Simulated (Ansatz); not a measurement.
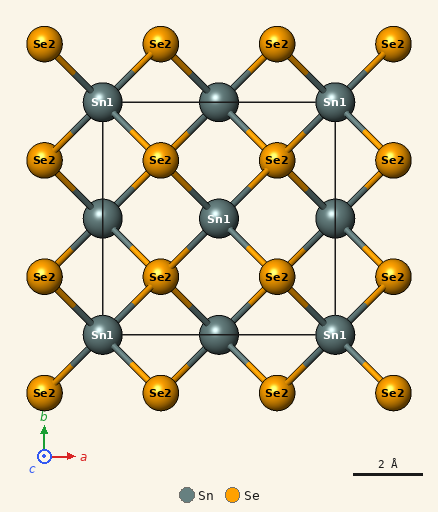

Starting structure of solid SnSe (built on the zincblende type). The picture is a ball-and-stick view of the conventional cell (4 times the calculation's cell), seen along the c axis. Lengths and directions refer to the drawn axes.

All numbers below come from DFT, PBEsol, plane waves, PAW in Ansatz.

Input file:
```yaml
crystal:
  lattice:
    - [0.0, 3.3891331749, 3.3891331749]
    - [3.3891331749, 0.0, 3.3891331749]
    - [3.3891331749, 3.3891331749, 0.0]
  atoms:
    - { symbol: Sn, position: [0.0, 0.0, 0.0] }
    - { symbol: Se, position: [0.25, 0.25, 0.25] }
kpoints:
  mp_grid: { grid: [6, 6, 6] }
hamiltonian:
  xc: pbesol
scf:
  occupations: { method: fermi_dirac, width: 0.02 }
relax:
  f_tol: 0.005
  cell: {}
```

Run as
```bash
ansatz run input.yaml --threads 2 --pin off --max-ram 2211MiB --backend cpu --events-out ev --progress --plain --runs-dir out
```

Q: What does the optimiser find from here?

A: The atoms keep their places relative to the cell (all moves are under 0.005 Å). The drawn cell changes as follows: a = b = c 6.778 → 6.655 Å (−1.8 %); the volume changes by −5.4 %. Near-neighbour distances that change, for instance: Sn1–Se2 2.935 → 2.882 Å. The space group stays F-43m (No. 216). The energy falls by 10.5 meV per atom in 2 accepted moves (3 points after the start). All forces vanish by symmetry, so only the cell relaxes. Pressure: −1.57 GPa at the start and −0.01 GPa at the end. At 1 point the geometry stayed and the basis and grid were re-selected for the new cell (energy shift of 0.2 meV per atom at most each time). Cost: 5.7 s on 2 threads of Arm Neoverse V1, on a shared host, peak memory 0.35 GiB.

History of the run:

```json
{"step": "0", "E − E(0), meV/atom": "0.00", "pressure, GPa": "-1.57", "volume, Å³/atom": "38.928", "note": ""}
{"step": "1", "E − E(0), meV/atom": "-10.72", "pressure, GPa": "0.12", "volume, Å³/atom": "36.697", "note": ""}
{"step": "2", "E − E(0), meV/atom": "-10.75", "pressure, GPa": "-0.01", "volume, Å³/atom": "36.845", "note": ""}
{"step": "3", "E − E(0), meV/atom": "-10.53", "pressure, GPa": "-0.01", "volume, Å³/atom": "36.845", "note": "same geometry, new basis"}
```

Final geometry:

```
CELL_PARAMETERS angstrom
0.00000 3.32756 3.32756
3.32756 0.00000 3.32756
3.32756 3.32756 0.00000
ATOMIC_POSITIONS crystal
Sn 0.00000 0.00000 0.00000
Se 0.25000 0.25000 0.25000
```

The end point in the same view:

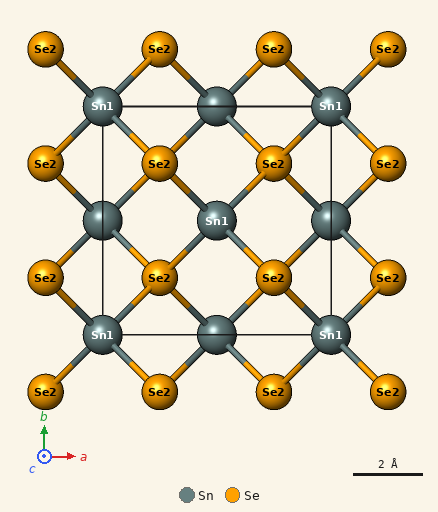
